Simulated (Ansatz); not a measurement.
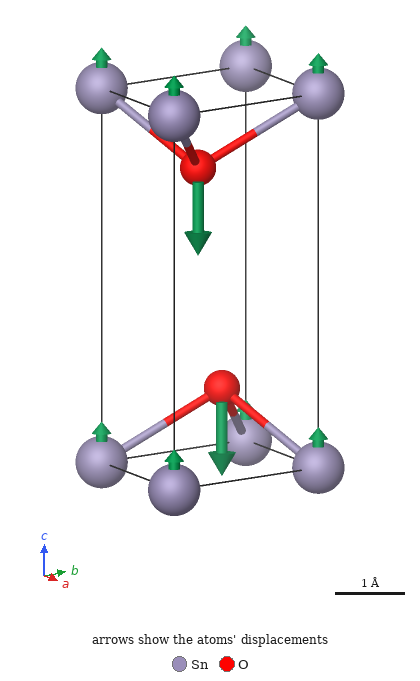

One vibrational mode of solid SnO$_{2}$ (a generated structure) at the zone centre. The green arrows are the displacements of the atoms (eigenvector over the root of the mass), of arbitrary overall length and sign. Style: ball-and-stick. Shown: the cell of the calculation, slightly off an axis.

Method: DFT PBE, scalar-relativistic, plane waves, PAW in Ansatz.

The input:
```yaml
crystal:
  lattice:
    - [3.227973943, 0.0, 0.0]
    - [-1.6139869715, 2.7955074374, 0.0]
    - [0.0, 0.0, 5.5218884733]
  atoms:
    - { symbol: Sn, position: [0.0, 0.0, 0.0] }
    - { symbol: O, position: [0.3333333333, 0.6666666667, 0.1832040066] }
    - { symbol: O, position: [0.6666666667, 0.3333333333, 0.8167959934] }
basis:
  ecutwfc: 420
kpoints:
  mp_grid: { grid: [12, 12, 6] }
hamiltonian:
  xc: pbe
scf:
  occupations: { method: fixed }
output:
  eigenvalues: true
phonons:
  method: dfpt
  dielectric: true
  rigid_motions: translations
  eigenvectors: true
  qmesh: [3, 3, 1]
  temperatures: { t_max: 1000, t_step: 100 }
  qpath:
    path:
      - [[0.0, 0.0, 0.0], [0.5, 0.0, 0.0], [0.33333333, 0.33333333, 0.0], [0.0, 0.0, 0.0], [0.0, 0.0, 0.5], [0.5, 0.0, 0.5], [0.33333333, 0.33333333, 0.5], [0.0, 0.0, 0.5]]
      - [[0.5, 0.0, 0.5], [0.5, 0.0, 0.0]]
      - [[0.33333333, 0.33333333, 0.5], [0.33333333, 0.33333333, 0.0]]
    npoints: 8
```

Run as
```bash
ansatz run input.yaml --threads 1 --pin off --max-ram 2560MiB --backend cpu --events-out ev --progress --plain --runs-dir out
```

Frequencies are those without the non-analytic (LO–TO) term.

Q: Give the symmetry, activity and frequency of this mode.

A: This is the A₂u mode at 478 cm⁻¹, the highest optical level, infrared-active by symmetry. The O sublattice moves against the Sn sublattice, along c; the kinetic energy is shared as O 79 %, Sn 21 %. Its infrared intensity is 2.3 (D/Å)²/amu.

Limits of the set-up: layers or molecules are held without a dispersion correction, so their spacing is unreliable.
